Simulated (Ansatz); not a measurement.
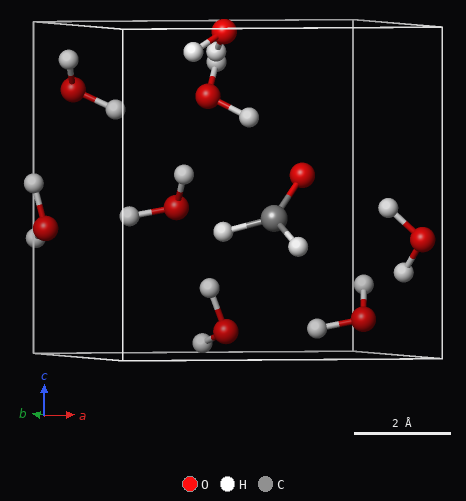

Starting frame of a dynamics run of a periodic cell with 8 H2O + 1 H2CO at 0.873 g/cm³. Style: ball-and-stick. Shown: the simulation cell, from a free direction.

These are results of DFT PBE-D3(BJ), scalar-relativistic, plane waves, PAW in Ansatz, not measurements.

Input file:
```yaml
crystal:
  lattice:
    - [6.918093, 0.0, 0.0]
    - [0.0, 6.918093, 0.0]
    - [0.0, 0.0, 6.918093]
  atoms:
    - { symbol: O, position: [0.37671961, 0.75831626, 0.43854541] }
    - { symbol: H, position: [0.24013891, 0.79390094, 0.41229439] }
    - { symbol: H, position: [0.37296622, 0.65860736, 0.54032457] }
    - { symbol: O, position: [0.92367879, 0.62012272, 0.10147791] }
    - { symbol: H, position: [0.95201639, 0.71659149, 0.20372978] }
    - { symbol: H, position: [0.78718405, 0.65030546, 0.07350748] }
    - { symbol: O, position: [0.34913883, 0.12321697, 0.9838309] }
    - { symbol: H, position: [0.35957917, 0.24992472, 0.92095876] }
    - { symbol: H, position: [0.23533518, 0.06154083, 0.92460771] }
    - { symbol: O, position: [1.01695569, 0.29012495, 0.34841513] }
    - { symbol: H, position: [0.98421169, 0.3852558, 0.24731521] }
    - { symbol: H, position: [0.91370154, 0.30607485, 0.44420534] }
    - { symbol: O, position: [0.53405536, 0.76641923, 0.06357817] }
    - { symbol: H, position: [0.47904574, 0.75091857, 0.19518014] }
    - { symbol: H, position: [0.49785985, 0.89909958, 0.02570373] }
    - { symbol: O, position: [0.08463844, 0.86735314, 0.79337871] }
    - { symbol: H, position: [0.20234024, 0.81500792, 0.73410359] }
    - { symbol: H, position: [0.04184493, 0.76644042, 0.88657582] }
    - { symbol: O, position: [1.00647265, 0.89747809, 0.37481375] }
    - { symbol: H, position: [0.96874675, 0.89499674, 0.51103203] }
    - { symbol: H, position: [1.01469762, 1.03732839, 0.34247737] }
    - { symbol: O, position: [0.40660576, 0.51041108, 0.77959671] }
    - { symbol: H, position: [0.45779217, 0.59808535, 0.88090949] }
    - { symbol: H, position: [0.51772692, 0.44819281, 0.71646415] }
    - { symbol: O, position: [0.63661958, 0.27657538, 0.54512874] }
    - { symbol: C, position: [0.53154062, 0.21667043, 0.41717359] }
    - { symbol: H, position: [0.39414954, 0.29426115, 0.37596553] }
    - { symbol: H, position: [0.57000068, 0.08507535, 0.33432961] }
basis:
  ecutwfc: 420.0
kpoints:
  mp_grid: { grid: [1, 1, 1] }
hamiltonian:
  xc: pbe
  dispersion: d3bj
scf:
  occupations: { method: fermi_dirac, width: 0.02 }
  lower_state_search: "off"
md:
  timestep: 0.5
  n_steps: 300
  ensemble: nvt_langevin
  temperature: 350.0
  initial_velocities: maxwell_boltzmann
  seed: 960127
  friction: 0.02
```

Launched with:
```bash
ansatz run input.yaml --threads 1 --pin off --max-ram 3072MiB --backend cpu --events-out ev --progress --plain --runs-dir out
```

What does the trajectory do?

Answer. The mean temperature in the second half is 400 K (standard deviation 59 K). The potential energy in the second half lies on average 43.4 meV per atom above the first frame. In the second half of the run the atoms are, in the root-mean-square, this far from where they began (common drift taken out): H 0.46 Å, C 0.34 Å, O 0.30 Å. The heavy atoms stay within a fraction of a molecule's size of their starting places; so short a run doesn't tell a liquid from a solid.

Along the run (each row but the first and the last is the mean over the interval that it begins):

```csv
time (fs),potential energy (meV/atom),T (K)
0.0,0.0,338
18.5,22.4,264
37.0,27.5,234
55.5,30.9,353
74.0,40.5,351
92.5,38.7,431
111.0,52.4,417
129.5,42.3,405
148.0,36.9,380
```

The paths of the atoms:

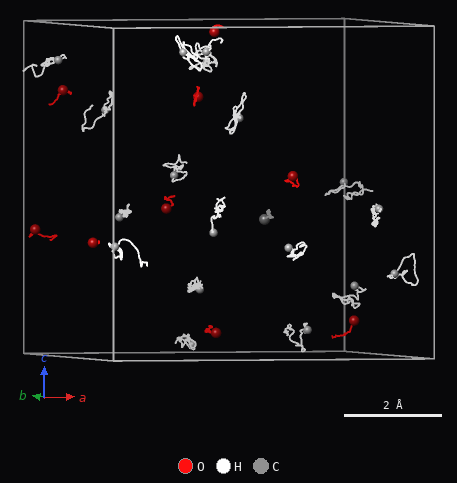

Limits of the set-up: the periodic images lie only 6.9 Å apart, so the values are limited by the cell's size.

Cost: 7.3 min on 1 thread of Arm Neoverse V2, on a shared host, peak memory 0.38 GiB.
